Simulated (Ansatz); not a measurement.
# Zn/BN/Cu: predicting the conductance of a thicker barrier

How it was computed: Ansatz 0.2.0, plane waves with PAW datasets, PBE. Interfaces are relaxed in a short slab (with D3(BJ) where the barrier is layered), set between ideal electrode layers that go on as semi-infinite leads, and the zero-bias conductance G at 300 K comes from T(E) on a typed mesh. The error is the largest of the program's estimates from energy step, mesh, the leads' potential steps and neutrality; its separate bound for narrow resonances between the energies solved isn't counted and can be far larger. The lower electrode is Zn (hcp 0001), the upper Cu (fcc 111) and the barrier BN (zinc blende 111), on a net of side 2.613 Å; d is the distance between the electrodes' last planes.

What is known so far:

```
planes in the barrier  d (Å)  G (S/m²)  error (%)  lead step (meV)
                    4   6.69   2.07e14         12              114
                    6   8.79   9.28e13         22              117
                    8  10.88   3.82e13         42              117
                   10  12.98   1.44e13         73              117
```

Task: A further run has 12 planes, d = 15.08 Å. Fit G ∝ exp(−βd) to the rows shown and predict its conductance.

**Worked fit.** Take y = ln G: 32.97, 32.16, 31.27 and 30.30. The means are d = 9.84 Å and y = 31.67; Σ(Δd Δy) = −9.32 and Σ(Δd)² = 21.97, so the slope is −0.424 Å⁻¹ (β = 0.424 Å⁻¹). At d = 15.08 Å, y = 31.67 − 0.424 × 5.24 = 29.45, or G = 6.16e12 S/m².

What the calculation gave: The run gave 5.21e12 S/m², with an error estimate of 100 % and a lead step of 117 meV. The prediction is 1.18 times that, too high by 18 %. That lies within the runs' own error estimates, carried through the fit.

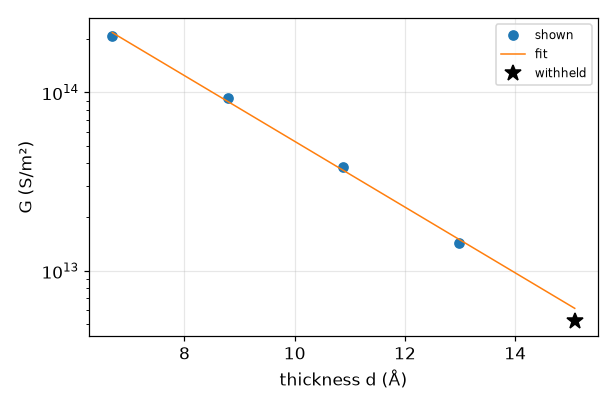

Fit and withheld run.

Caveats: The interfaces are ideal, one cell wide, strained to a common net and relaxed from one registry with their symmetry kept. PBE's gaps are too small, so true decay constants are likely larger where the Fermi level lies deep in a gap. No spin-orbit coupling, phonons, disorder or image charges enter. The rows shown are chosen by tests on error estimates (under 100 to 120 %), lead steps (under 150 meV, though the program warns over 25), intact interfaces and, for fits, a steady trend in the rows shown; the data set holds 414 series of this kind, and not all pass.

[Logs are printed without paths, hosts, clocks, repeated set-up lines and the standing remarks that a program may print on its own settings, such as how far it seeks lower states.]
